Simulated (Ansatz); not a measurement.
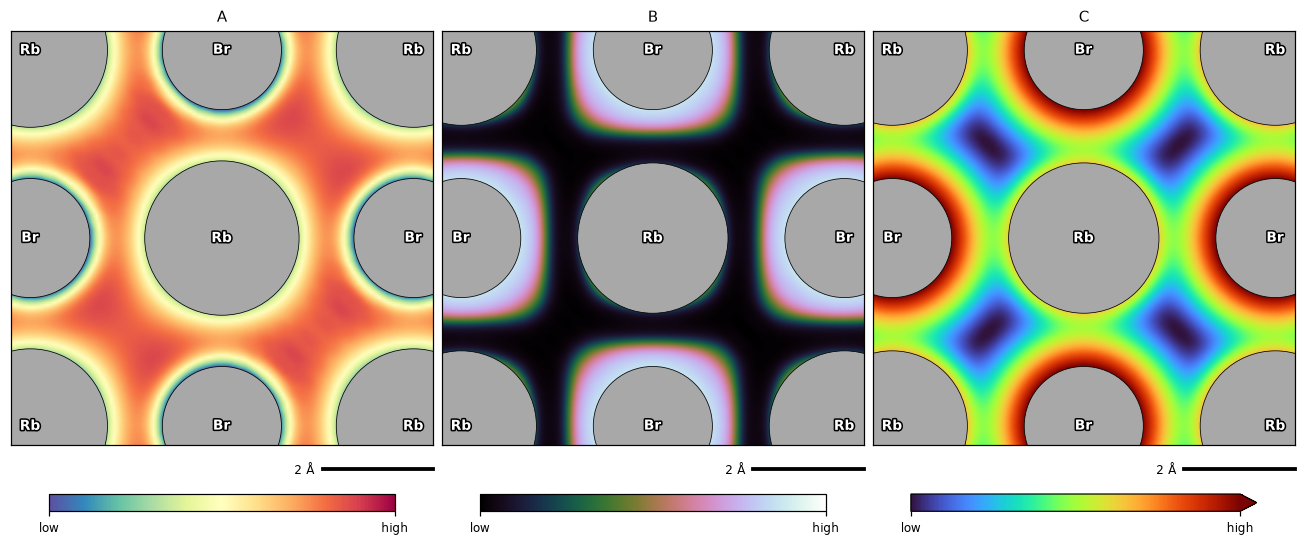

RbBr: 3 fields on the (11̄0) plane of the conventional cell, with unlabelled colour scales. Grey discs cover the atomic cores.

Space group I4/mmm; started from the rocksalt prototype, which need not be the ambient phase; changed on purpose from its base cell (epitaxial xy strain -1.5%).

All numbers below come from DFT, HSE06, plane waves, PAW (Ansatz).

```
Rb Br
1.0
     3.40891   -3.40891    0.00000
     3.40891    3.40891    0.00000
     0.00000    0.00000    6.94998
Rb Br
2 2
Direct
  0.00000 0.00000 0.00000
  0.50000 0.50000 0.50000
  0.50000 0.50000 0.00000
  0.00000 0.00000 0.50000
```

**Which field does each panel show? The fields are: electron localisation function, electrostatic potential energy of an electron and valence pseudo-density.**

Panel A: electrostatic potential energy of an electron (low next to the atoms, rising into the space between them). Panel B: electron localisation function. Panel C: valence pseudo-density. From the grid: Rb–Br (3.41 Å): the density is about 0.08 e/Å³ at the midpoint; the ELF is about 0.05 at the midpoint; a closed-shell, largely ionic contact. Rb–Br (3.47 Å): the density is about 0.07 e/Å³ at the midpoint; the ELF is about 0.05 at the midpoint: an ionic contact with no shared pair.
